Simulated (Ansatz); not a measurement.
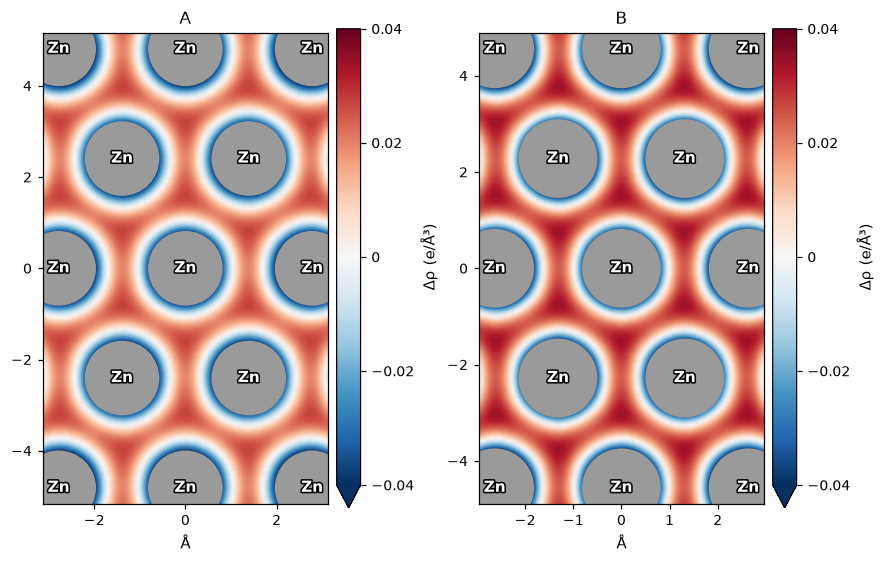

Zn: deformation density on the (111) plane of the conventional cell at two volumes, with the same fractional coordinates and one colour scale. Grey discs cover the cores.

Space group Fm-3m. This isn't the usual form at ambient conditions. The cell comes from a database of computed structures, not from a measurement.

Theory: DFT PBE, scalar-relativistic, plane waves, PAW (Ansatz 0.2.0).

How do the two volumes compare, and how does the bonding charge respond?

Answer. A is the larger cell: B has 85 % of the volume of A. From A to B, Zn–Zn goes from 2.78 to 2.63 Å, and Δρ at its midpoint from +0.020 to +0.024 e/Å³. The pressure is 0 GPa in A and 18 GPa in B. The rearranged charge is 0.16 e an atom in A and 0.17 e in B.
